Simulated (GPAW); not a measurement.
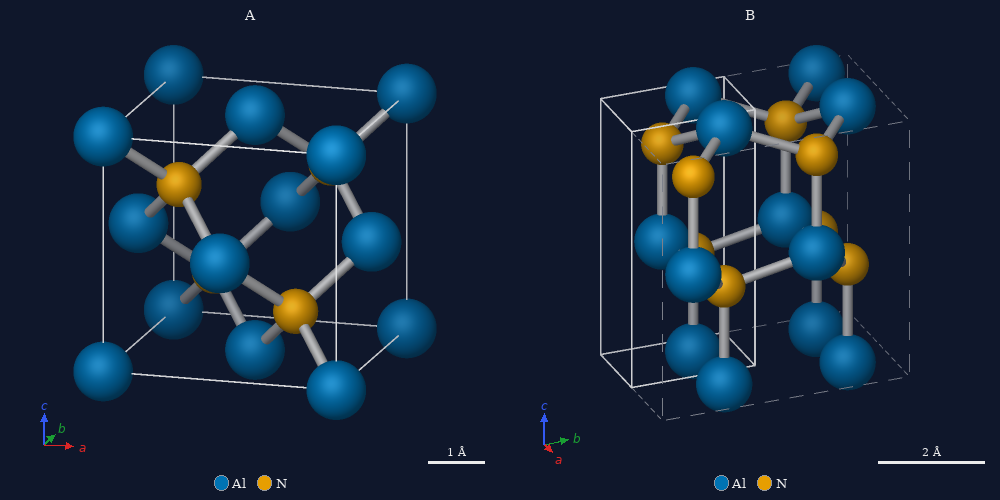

Two structures of AlN, each relaxed (cell and atoms) at zero pressure; conventional cells in solid outline, small ones repeated, each panel with its own scale. Alike in all runs: GPAW 26.7.0; functional PBEsol; dispersion D3(BJ); potentials PAW data sets generated in the run's folder for this functional; cutoff 800 eV; occupations fermi-dirac, width 0.05 eV; no spin polarisation; no spin-orbit coupling. The k meshes have like spacings.

**Name the structure in each panel.**

A: zinc blende type, F-43m; B: wurtzite, P6₃mc.

**Which of these is lowest in energy, and how far above it do the others lie?**

B, then A (+22 meV/atom), static energies at zero smearing.

**Collect the results in a table.**

| panel | space group | E − E(lowest) (meV/atom) | volume (Å³/atom) | gap (eV) |
| --- | --- | --- | --- | --- |
| B | P6₃mc | 0 | 10.3 | 4.23 |
| A | F-43m | 22 | 10.4 | 3.18 |

The starts are database entries or structure types tried for this composition, and the most stable form need not be among them. Approximate functionals can misorder forms that lie within a few tens of meV/atom, as they do the rutile and anatase forms of TiO₂. Gaps are the least found on the k-mesh, which misses some points of high symmetry; where the band edges lie there, the true gap is smaller, at times by an eV.

Caveat: later steps reuse the first step's grids; semilocal functionals give gaps below the measured ones.
